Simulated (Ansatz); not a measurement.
```cif
data_structure
_symmetry_space_group_name_H-M 'P 1'
_symmetry_Int_Tables_number 1
_cell_length_a 2.7756
_cell_length_b 8.4430
_cell_length_c 2.9481
_cell_angle_alpha 90.000
_cell_angle_beta 90.291
_cell_angle_gamma 90.000
_cell_volume 69.09
loop_
_atom_site_label
_atom_site_type_symbol
_atom_site_fract_x
_atom_site_fract_y
_atom_site_fract_z
_atom_site_occupancy
Al1 Al 0.50000 0.63645 0.75000 1
Al2 Al 0.00000 0.13645 0.75000 1
Al3 Al 0.50000 0.36355 0.25000 1
Al4 Al 0.00000 0.86355 0.25000 1
```

Space group C2/c; set up as Al, beta-Sn type; a generated structure, not necessarily the stable one; changed on purpose from its base cell (volume × 0.92); computed pressure about 5 GPa in this cell.

These are results of DFT, BLYP, plane waves (420 eV) with PAW, scalar-relativistic in Ansatz, not measurements.

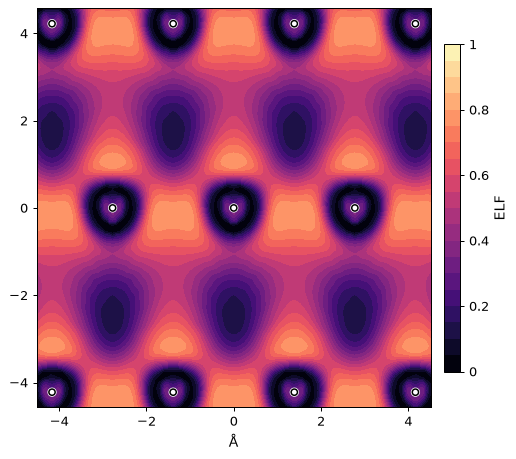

Al. ELF on the (001) plane of the conventional cell. Circles mark the nuclei in the plane (Al).

Core electrons are frozen (PAW), and the valence fields are smoothed inside the atomic spheres.

Q: Read the bonding off the picture.

A: The plane passes through Al nuclei. Al–Al (2.78 Å): the ELF peaks at about 0.80 between the atoms.

Q: Metal or insulator at this level of theory?

A: It is gapless in this calculation (a metal or semimetal).
